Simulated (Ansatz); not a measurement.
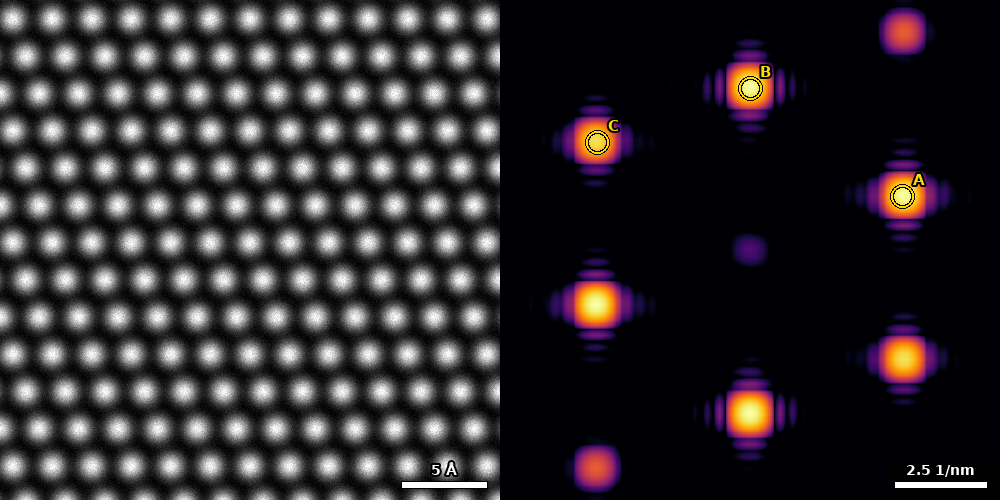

HAADF-like image of Ru (Fm-3m, No. 225) along [110]. The image is simulated as a sum over atoms of Z^1.7, blurred by a 1.30 Å probe (no channelling). The probe carries 15 % of its weight in a tail 2.5 times as wide. Shot noise was added. Structure: the input geometry of an electronic-structure calculation (not necessarily at equilibrium); the starting structure was generated, so it need not be a known form of this composition.

The right panel is the modulus of the image's Fourier transform on a logarithmic scale.

a = 3.872 Å, b = 3.872 Å, c = 3.872 Å, α = 90.00°, β = 90.00°, γ = 90.00°

### Index the marked spots and give their plane spacings (the zone axis points at the viewer; indices equivalent by symmetry, or all signs reversed, are as good).

A: (1 -1 1), d = 2.24 Å; B: (1 -1 -1), d = 2.24 Å; C: (0 0 -2), d = 1.94 Å. A and B enclose 71°, and every spot obeys the zone law hu + kv + lw = 0 for [110].
